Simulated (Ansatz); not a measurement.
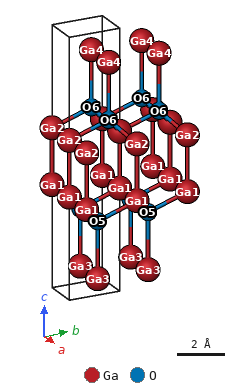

This is the input geometry for a relaxation of crystalline Ga₂O (a generated structure, set up in P-3m1). The picture is a ball-and-stick view of the cell of the calculation, repeated 2 × 2 × 1 with one cell outlined, seen slightly off an axis.

Case: volume × 0.98, shape and atoms relaxed.

The calculation used DFT PBEsol, scalar-relativistic, plane waves, PAW in Ansatz 0.2.0.

Input file:
```yaml
crystal:
  lattice:
    - [3.0132350017, 0.0, 0.0]
    - [-1.5066175009, 2.6095380591, 0.0]
    - [0.0, 0.0, 11.4668907047]
  atoms:
    - { symbol: Ga, position: [0.0, 0.0, 0.3920579641] }
    - { symbol: Ga, position: [0.0, 0.0, 0.6079420359] }
    - { symbol: Ga, position: [0.6666666667, 0.3333333333, 0.1020915016] }
    - { symbol: Ga, position: [0.3333333333, 0.6666666667, 0.8979084984] }
    - { symbol: O, position: [0.6666666667, 0.3333333333, 0.3209844182] }
    - { symbol: O, position: [0.3333333333, 0.6666666667, 0.6790155818] }
basis:
  ecutwfc: 420
kpoints:
  mp_grid: { grid: [12, 12, 4] }
hamiltonian:
  xc: pbesol
scf:
  occupations: { method: fermi_dirac, width: 0.15 }
output:
  forces: true
  stress: true
  eigenvalues: true
  write_density: true
  write_potential: true
  elf: true
  volumetric_format: npy
relax:
  adjacent_minimum: "off"
  f_tol: 0.001
  max_steps: 60
  cell: { stress_tol: 0.01, fix: [volume] }
```

Launched with:
```bash
ansatz run input.yaml --threads 2 --pin off --max-ram 7168MiB --backend cpu --events-out ev --progress --plain --runs-dir out
```

### What does the optimiser find from here?

The largest moves relative to the cell, 0.044 Å, are those of O5 and O6. O6 goes along +c. Largest moves by element: O 0.044 Å, Ga 0.014 Å. The drawn cell changes at constant volume: a = b 3.013 → 3.026 Å (+0.4 %), c 11.467 → 11.371 Å (−0.8 %). Among the contacts that change: Ga3–O5 2.510 → 2.439 Å, Ga1–O5 1.921 → 1.938 Å, Ga1–Ga2 2.476 → 2.482 Å. The space group stays P-3m1 (No. 164). The energy falls by 1.1 meV per atom in 5 accepted moves (7 points after the start). The largest force component goes from 0.18 to 0.00031 eV/Å. Pressure: 1.91 GPa at the start and 0.77 GPa at the end. At 2 points the geometry stayed and the basis and grid were re-selected for the new cell (energy shift of less than 0.05 meV per atom at most each time). Cost: 2.3 min on 2 threads of Intel(R) Xeon(R) Processor @ 2.50GHz (Skylake/Cascade Lake), with other jobs on the host, peak memory 0.55 GiB.

The structure at the end:

```xyz
6
Lattice="3.0259 0.0000 0.0000 -1.5129 2.6205 0.0000 0.0000 0.0000 11.3714" Properties=species:S:1:pos:R:3 pbc="T T T"
Ga    0.0000    0.0000    4.4445
Ga    0.0000    0.0000    6.9269
Ga    1.5129    0.8735    1.1668
Ga    0.0000    1.7470   10.2046
O     1.5129    0.8735    3.6059
O     0.0000    1.7470    7.7655
```

Limits of the set-up: layers or molecules are held without a dispersion correction, so their spacing is unreliable.
